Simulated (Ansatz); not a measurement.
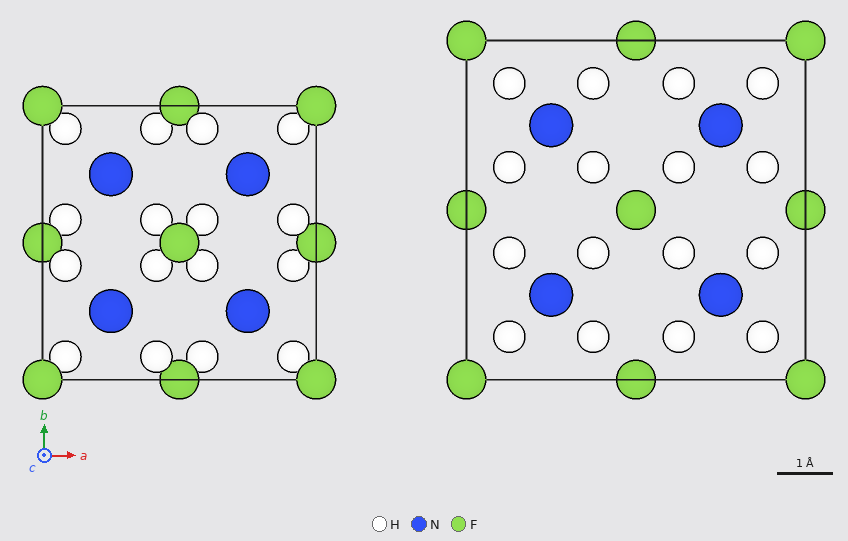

Two geometries of solid H4NF (built on the Be4AlNi-216 type type), drawn at one scale. One is the start of a relaxation, the other its converged end. The picture is a ball-and-stick view of the conventional cell (4 times the calculation's cell), seen along the c axis. Lengths and directions refer to the drawn axes.

Computed with DFT, PBEsol, plane waves, PAW (Ansatz 0.2.0). (plane-wave cutoff 420 eV; k-point mesh 6 × 6 × 6; occupations fermi dirac; smearing width 0.03 eV; no spin polarisation; cell and atoms relaxed; force threshold 0.01 eV/Å; at most 120 steps)

**Which of the two is the end point?**

The left one is the relaxed one. Over 9 accepted moves (12 points after the start) the energy falls by 794 meV per atom. Largest force component: 0.022 eV/Å at the start, 0.00045 eV/Å at the end. The pressure goes from −20.96 to −0.02 GPa. The line search rejected the trial step at point 6 of the run. At 2 points the geometry stayed and the basis and grid were re-selected for the new cell (energy shift of 2.9 meV per atom at most each time). The largest moves relative to the cell, 0.37 Å, are those of H atoms. F and N stay in place. The volume changes by −47.4 %, with a = b = c 6.216 → 5.019 Å (−19.3 %). The space group stays F-43m (No. 216). The run took 6.1 s on 2 threads of AMD EPYC 7R13 Processor (Zen 3), on a shared host, peak memory 0.35 GiB.
